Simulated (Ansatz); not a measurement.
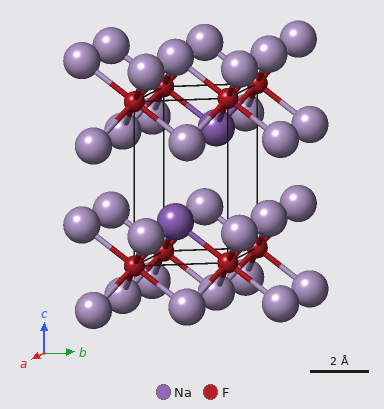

Ball-and-stick representation of a periodic structure, projected slightly off an axis. Lines trace the edges of the conventional unit cell. Atoms just outside the outline that bond to atoms inside are added, in fainter colours. Cell: a = 3.35 Å, b = 3.35 Å, c = 5.84 Å, α = 90.00°, β = 90.00°, γ = 120.00°.

The cell started as a structure type filled with these elements by a generator (whether the compound takes this form wasn't checked). Earlier steps of the study, as a rule a relaxation of our own, may have changed the cell and positions, so they can lie some per cent off the listed ones. Ansatz was used for an electronic-structure calculation on it.

In words:

Answer. Chemical formula Na2F. Its lattice is primitive hexagonal, its space group P-3m1 (No. 164). There are 3 atoms in the cell: 2 Na, 1 F. The coordination shell of Na holds three F in a trigonal pyramidal arrangement at about 2.4 Å. F is surrounded by six Na in an octahedral arrangement at about 2.4 Å. The bonds build Na2F layers parallel to (001).

Calculation details: DFT PBE+D3(BJ), scalar-relativistic, plane waves, PAW (Ansatz 0.2.0); an energy cutoff of 420 eV, an 18×18×8 k-point grid, Gaussian smearing of 0.1 eV, no spin polarisation.

Is it conducting or gapped at this level?

Answer. A metal: bands cross the Fermi level.

State the Bader charges by element.

Answer. Na +0.48 e; F -0.95 e.

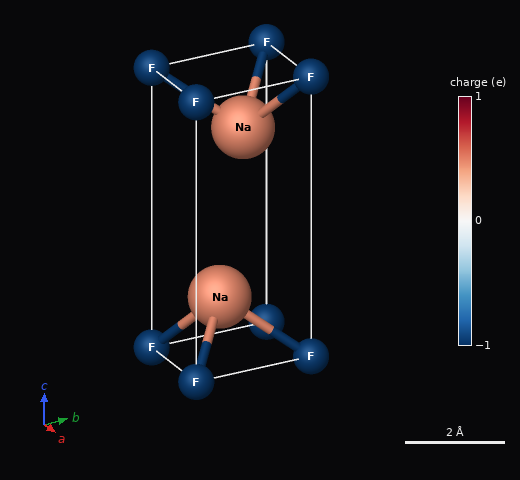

The atoms coloured by those charges. The run's cell of 3 atoms is drawn.

Does the calculation find this structure at rest?

Answer. Yes. All forces vanish to within 0.01 eV/Å. The pressure is 0.0 GPa, close to zero.
